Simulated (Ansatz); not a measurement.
System: HgH, space group P6_3/mmc, 4 atoms in the cell.

```xyz
4
Lattice="3.4984 0.0000 0.0000 -1.7492 3.0297 0.0000 0.0000 0.0000 5.5561" Properties=species:S:1:pos:R:3 pbc="T T T"
Hg    0.0000    2.0198    4.1671
Hg    1.7492    1.0099    1.3890
H     0.0000    0.0000    0.0000
H     0.0000    0.0000    2.7781
```

Computed with Ansatz: DFT PBE, scalar-relativistic, plane waves, PAW, no spin polarisation, 15×15×10 k mesh, 420 eV cutoff.

Predict the main features of the density of states.

It is a metal. The density of states at the Fermi level is about 1.1 per eV and cell (mean within 0.25 eV), or 0.28 per atom. By projected weight, the states within 0.3 eV of the Fermi level are Hg 6s (50 %) and H 1s (45 %). The tallest peak in the window is at −5.7 eV; by projected weight it is Hg 5d almost alone.

The structure is an invented one, so it need not be a known or stable phase. Spin-orbit coupling is left out, which matters for Hg.

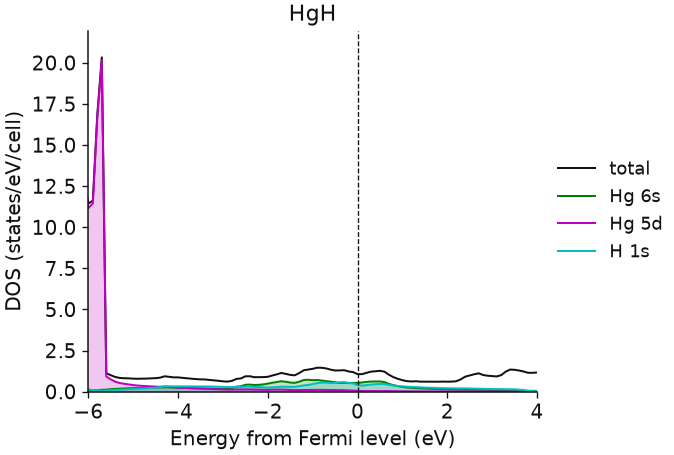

Density of states. Energies are counted from the Fermi level. The partial curves are projected on Löwdin-orthogonalised atomic shells; they sum to less than the total at higher energies, where shells without a projector contribute.
